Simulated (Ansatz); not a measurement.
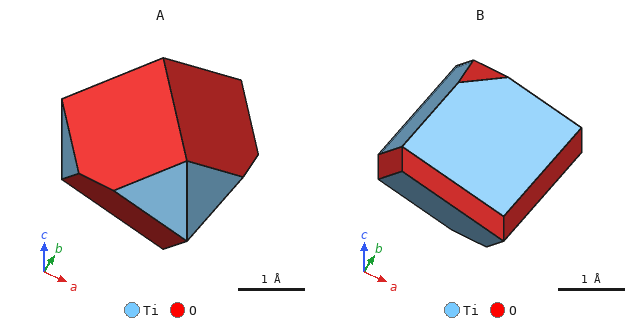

Computed Voronoi cells of the 2 sites of this structure, drawn to one scale and in one orientation; each face has the colour of the neighbour behind it.

TiO, space group P6_3/mmc (No. 194), a = 2.797 Å, b = 2.797 Å, c = 5.490 Å, α = 90.00°, β = 90.00°, γ = 120.00°

```
site  Wyckoff       x       y       z
  Ti       2c  0.3333  0.6667  0.2500
   O       2a  0.0000  0.0000  0.0000
```

Source: the geometry relaxed at fixed volume with Ansatz 0.2.0, DFT r2SCAN, scalar-relativistic, plane waves, PAW.

> Which cell belongs to which site?

A is Ti (12 faces above 1 % of the solid angle, 9.3 Å³, mostly facing O); B is O (14 faces above 1 % of the solid angle, 9.3 Å³, mostly facing Ti).
